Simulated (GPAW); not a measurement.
Consider zinc-blende (GaAs)1-x(AlAs)x, x = 0.125.

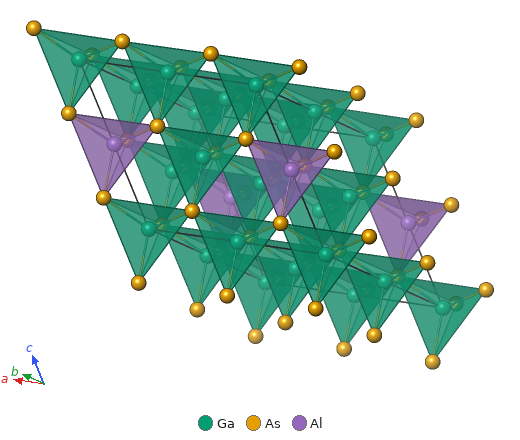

The structure (gallium teal, arsenic orange, aluminium purple). Some periodic images of atoms are drawn too.

```cif
data_structure
_symmetry_space_group_name_H-M 'P 1'
_symmetry_Int_Tables_number 1
_cell_length_a 7.9960
_cell_length_b 7.9960
_cell_length_c 7.9960
_cell_angle_alpha 60.000
_cell_angle_beta 60.000
_cell_angle_gamma 60.000
_cell_volume 361.49
loop_
_atom_site_label
_atom_site_type_symbol
_atom_site_fract_x
_atom_site_fract_y
_atom_site_fract_z
_atom_site_occupancy
Ga1 Ga 0.99938 0.00110 0.99909 1
As2 As 0.12355 0.12461 0.12589 1
Al3 Al 0.99808 0.99894 0.50034 1
As4 As 0.12478 0.12264 0.62398 1
Ga5 Ga 0.00008 0.49984 0.99849 1
As6 As 0.12562 0.62567 0.12203 1
Ga7 Ga 0.00077 0.49776 0.49700 1
As8 As 0.12272 0.62430 0.62359 1
Ga9 Ga 0.49849 0.00036 0.99865 1
As10 As 0.62420 0.12569 0.12276 1
Ga11 Ga 0.49985 0.99902 0.49801 1
As12 As 0.62384 0.12426 0.62387 1
Ga13 Ga 0.50097 0.50097 0.99836 1
As14 As 0.62487 0.62502 0.12520 1
Ga15 Ga 0.49732 0.49940 0.50051 1
As16 As 0.62550 0.62391 0.62304 1
```

Absorber: atom 2, with 1 Al at 2.44 Å and 3 Ga at 2.44 Å (tetrahedral). Method: GPAW, LDA, excited-electron core hole (neutral cell), 16-atom cell with 8.0 Å between holes, 4×4×4 k points, dipole transitions, Gaussian full width 2.14 eV up to 4 eV, rising linearly to 3.5 eV at 25 eV.

Question: Where do the maxima of the As K edge fall?

Main maxima up to 27 eV above the zero (height): 4.6 eV (1.51), 7.2 eV (1.34), 13.4 eV (0.86), 18.4 eV (0.93) and 25.8 eV (1.05). A K edge sees empty p states on the absorber. 

The As K spectrum (energy from the bottom of the conduction band, which holds the excited electron; intensity scaled to a mean of 1 over the first 20 eV):

| E (eV) | intensity |
| --- | --- |
| -2.0 | 0.00 |
| -0.5 | 0.07 |
| 1.0 | 0.66 |
| 2.5 | 1.14 |
| 4.0 | 1.42 |
| 5.5 | 1.36 |
| 7.0 | 1.34 |
| 8.5 | 1.22 |
| 10.0 | 0.97 |
| 11.5 | 0.80 |
| 13.0 | 0.86 |
| 14.5 | 0.81 |
| 16.0 | 0.74 |
| 17.5 | 0.88 |
| 19.0 | 0.91 |
| 20.5 | 0.88 |
| 22.0 | 0.89 |
| 23.5 | 0.87 |
| 25.0 | 1.01 |
| 26.5 | 1.00 |

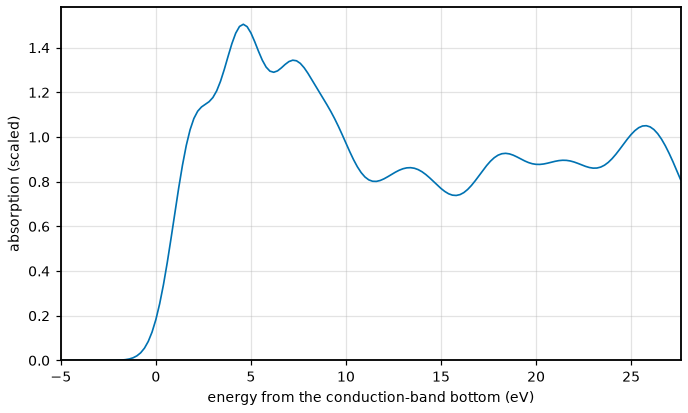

The As K edge.

The script folds with a Gaussian, whereas the core hole's own line is a Lorentzian, so the onset is too steep and the first peak too high.

[Banner, clock and machine lines of the logs are left out without a mark of their own.]

[Logs are printed without paths, hosts, clocks, repeated set-up lines and the standing remarks that a program may print on its own settings, such as how far it seeks lower states.]

[Hosts, paths, dates, database ids (printed as entryN), source tags and the programs' standing remarks are cut or masked in the printed files.]

[Lists of maxima count a maximum above −3 eV only where it reaches 4 % of the highest in the window and stands out from its surroundings by 2 % of it (1.5 % where it reaches 55 %); shoulders and weaker maxima are passed over, and of the rest the first, up to two pre-edge ones and the few strongest are named.]
